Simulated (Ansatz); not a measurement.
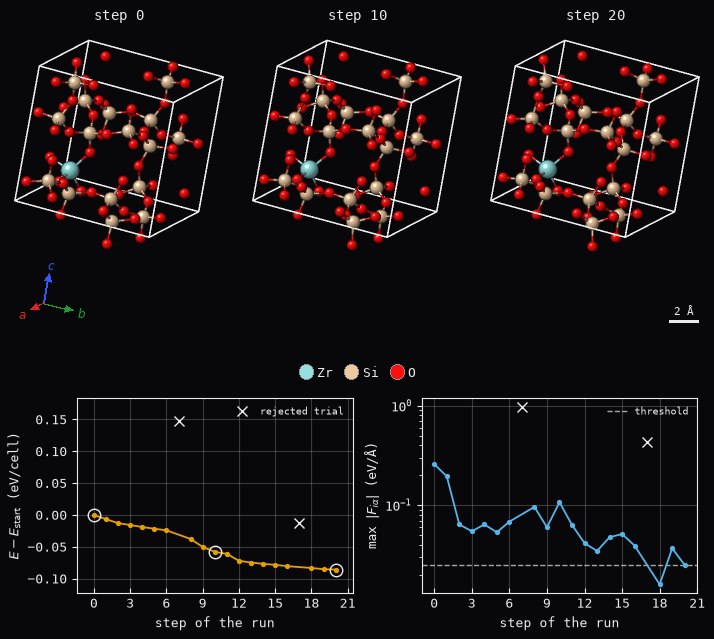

Frames of a relaxation of a defect cell of composition ZrSi₁₅O₃₂ (cell charge +1), marked on the history of the run. A ball-and-stick model of the cell of the calculation, seen slightly off an axis.

Case: Zr on a Si site (a), charge +1, atoms relaxed at the host's cell.

The calculation used Ansatz, DFT PBE, scalar-relativistic, plane waves, PAW. (plane-wave cutoff 420 eV; k-point mesh 2 × 2 × 2; occupations gaussian; smearing width 0.01 eV; mesh shifted by (0.5, 0.5, 0.5); collinear spin; atoms relaxed in a fixed cell; force threshold 0.025 eV/Å; at most 45 steps)

What happens along the run?

Over 18 accepted moves (20 points after the start) the energy falls by 85.7 meV per cell of the calculation. The largest force component goes from 0.26 to 0.025 eV/Å. The line search rejected the trial steps at points 7, 17 of the run. The largest moves, 0.76 Å, are those of O atoms. Largest moves by element: O 0.76 Å, Si 0.50 Å, Zr 0.39 Å. The cell stays as it was. Some distances before and after: O–Zr 1.947 → 1.964 Å, O–Si 1.618 → 1.630 Å. Bond angles that change, for instance: Si–O–Si 156.0° → 171.2°, Si–O–Si 138.4° → 150.7°, Si–O–Si 160.0° → 150.5°. The run took 32 min on 4 threads of Arm Neoverse V1 (shared host), peak memory 2.9 GiB. From step 0 to 10: O atoms move most (0.51 Å), energy −57.9 meV per cell of the calculation. From step 10 to 20: O atoms move most (0.34 Å), energy −27.9 meV per cell of the calculation.

```json
{"step": "0", "E − E(0), meV/atom": "0.00", "largest force component, eV/Å": "0.2583", "note": ""}
{"step": "1", "E − E(0), meV/atom": "-0.14", "largest force component, eV/Å": "0.1949", "note": ""}
{"step": "2", "E − E(0), meV/atom": "-0.27", "largest force component, eV/Å": "0.0640", "note": ""}
{"step": "3", "E − E(0), meV/atom": "-0.33", "largest force component, eV/Å": "0.0546", "note": ""}
{"step": "4", "E − E(0), meV/atom": "-0.39", "largest force component, eV/Å": "0.0639", "note": ""}
{"step": "5", "E − E(0), meV/atom": "-0.45", "largest force component, eV/Å": "0.0533", "note": ""}
{"step": "6", "E − E(0), meV/atom": "-0.50", "largest force component, eV/Å": "0.0683", "note": ""}
{"step": "7", "E − E(0), meV/atom": "3.06", "largest force component, eV/Å": "0.9784", "note": "rejected"}
{"step": "8", "E − E(0), meV/atom": "-0.78", "largest force component, eV/Å": "0.0960", "note": ""}
{"step": "9", "E − E(0), meV/atom": "-1.04", "largest force component, eV/Å": "0.0598", "note": ""}
{"step": "10", "E − E(0), meV/atom": "-1.21", "largest force component, eV/Å": "0.1070", "note": ""}
{"step": "11", "E − E(0), meV/atom": "-1.27", "largest force component, eV/Å": "0.0632", "note": ""}
{"step": "12", "E − E(0), meV/atom": "-1.50", "largest force component, eV/Å": "0.0415", "note": ""}
{"step": "13", "E − E(0), meV/atom": "-1.55", "largest force component, eV/Å": "0.0346", "note": ""}
{"step": "14", "E − E(0), meV/atom": "-1.60", "largest force component, eV/Å": "0.0476", "note": ""}
{"step": "15", "E − E(0), meV/atom": "-1.63", "largest force component, eV/Å": "0.0512", "note": ""}
{"step": "16", "E − E(0), meV/atom": "-1.67", "largest force component, eV/Å": "0.0391", "note": ""}
{"step": "17", "E − E(0), meV/atom": "-0.26", "largest force component, eV/Å": "0.4347", "note": "rejected"}
{"step": "18", "E − E(0), meV/atom": "-1.73", "largest force component, eV/Å": "0.0159", "note": ""}
{"step": "19", "E − E(0), meV/atom": "-1.77", "largest force component, eV/Å": "0.0368", "note": ""}
{"step": "20", "E − E(0), meV/atom": "-1.79", "largest force component, eV/Å": "0.0250", "note": ""}
```

Limits of the set-up: the cell is charged, on a uniform background, and energies carry no finite-size correction.
